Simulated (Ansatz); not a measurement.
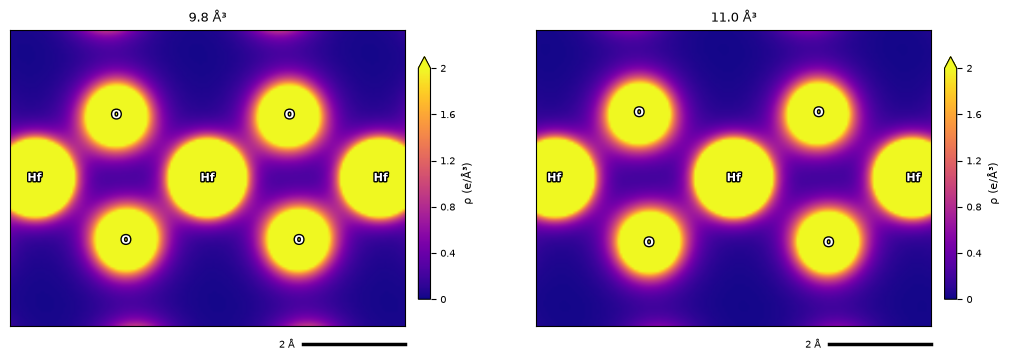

HfO$_{2}$. The valence pseudo-density of cells scaled evenly to different volumes (given per atom above each panel), on the (101̄) plane of each (indices in the axes of the cell below), at one length scale and on one colour scale.

PAW files of the earlier set (soft_1).

Method: Ansatz 0.2.0, DFT PBEsol, scalar-relativistic, plane waves, PAW.

In a PAW calculation such maps are meaningful between the atoms, not at the nuclei.

The largest cell:

```
Hf O
1.0
    -0.13450    2.47884    2.47884
     2.47884   -0.13450    2.47884
     2.47884    2.47884   -0.13450
Hf O
1 2
Direct
  0.00000 0.00000 0.00000
  0.25000 0.25000 0.25000
  0.75000 0.75000 0.75000
```

| volume (Å³/atom) | Hf–O contact in the plane (Å) | ρ at its midpoint (e/Å³) | pressure (GPa) | gap on the mesh (eV) | 
| --- | --- | --- | --- | --- |
| 9.84 | 2.013 | 0.832 | 29.2 | 3.95 | 
| 10.41 | 2.052 | ? | ? | ? | 
| 10.98 | 2.088 | 0.708 | −4.5 | 3.70 | 

What values belong in the row with question marks?

Answer. Over the known rows ln ρ falls by 2.15 per Å of Hf–O distance (the line through the two), which gives 0.765 e/Å³ at 2.052 Å; the calculation gives 0.766 e/Å³. For the pressure, a straight line in volume between the neighbouring rows gives 12.3 GPa; the calculation gives 10.0, lower because pressure rises ever faster on compression. For the gap on the mesh, a straight line in volume between the neighbouring rows gives 3.83 eV; the calculation gives 3.82.
